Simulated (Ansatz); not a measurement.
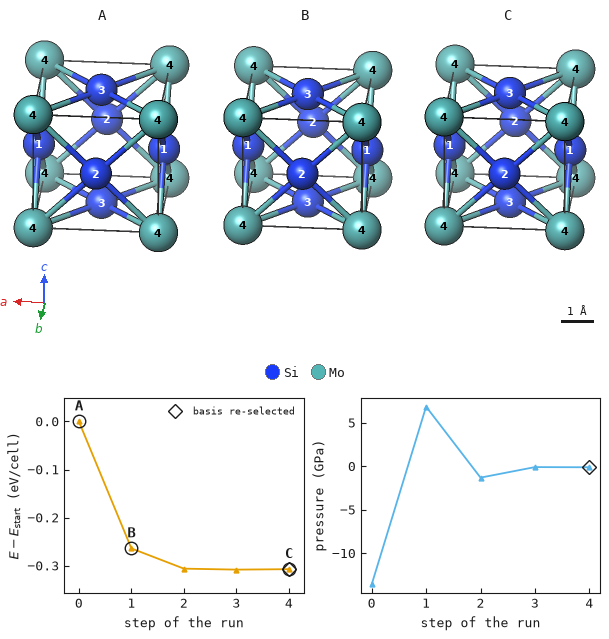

Frames of a relaxation of a crystal of Si₃Mo (a generated structure, set up in Pm-3m) (coarse preliminary run), marked on the history of the run. Style: ball-and-stick. Shown: the cell of the calculation, from a free direction.

Method: DFT PBE, scalar-relativistic, plane waves, PAW (Ansatz).

The input:
```yaml
crystal:
  lattice:
    - [3.9703071, 0.0, 0.0]
    - [0.0, 3.9703071, 0.0]
    - [0.0, 0.0, 3.9703071]
  atoms:
    - { symbol: Si, position: [0.0, 0.5, 0.5] }
    - { symbol: Si, position: [0.5, 0.0, 0.5] }
    - { symbol: Si, position: [0.5, 0.5, 0.0] }
    - { symbol: Mo, position: [0.0, 0.0, 0.0] }
basis:
  ecutwfc: 420
kpoints:
  mp_grid: { grid: [4, 4, 4] }
hamiltonian:
  xc: pbe
scf:
  occupations: { method: gaussian, width: 0.1 }
  lower_state_search: "off"
output:
  forces: true
  stress: true
  eigenvalues: true
relax:
  adjacent_minimum: "off"
  f_tol: 0.04
  max_steps: 70
  cell: { stress_tol: 0.4 }
```

Command:
```bash
ansatz run input.yaml --threads 1 --pin off --max-ram 2560MiB --backend cpu --events-out ev --progress --plain --runs-dir out
```

What happens along the run?

Over 3 accepted moves (4 points after the start) the energy falls by 0.307 eV per cell of the calculation. All forces vanish by symmetry, so only the cell relaxes. The pressure goes from −13.59 to −0.12 GPa. At 1 point the geometry stayed and the basis and grid were re-selected for the new cell (energy shift of 0.9 meV per cell of the calculation at most each time). The atoms keep their places relative to the cell (all moves are under 0.005 Å). The drawn cell changes as follows: a = b = c 3.970 → 3.827 Å (−3.6 %); the volume changes by −10.4 %. Near-neighbour distances that change, for instance: Si1–Mo4 2.807 → 2.706 Å. The space group stays Pm-3m (No. 221). The run took 8 s on 1 thread of Intel(R) Xeon(R) Processor @ 2.70GHz, with other jobs on the host, peak memory 0.34 GiB. From step 0 to 1: volume −13.9 %, energy −0.264 eV per cell of the calculation. From step 1 to 4: volume +4.1 %, energy −43.2 meV per cell of the calculation.

```tsv
step	E − E(0), meV/atom	pressure, GPa	volume, Å³/atom	note
0	0.00	-13.59	15.646	
1	-66.03	6.85	13.468	
2	-76.55	-1.31	14.127	
3	-77.06	-0.10	14.017	
4	-76.83	-0.12	14.017	same geometry, new basis
```

Limits of the set-up: the k-point mesh is coarse for a cell with partly filled bands.
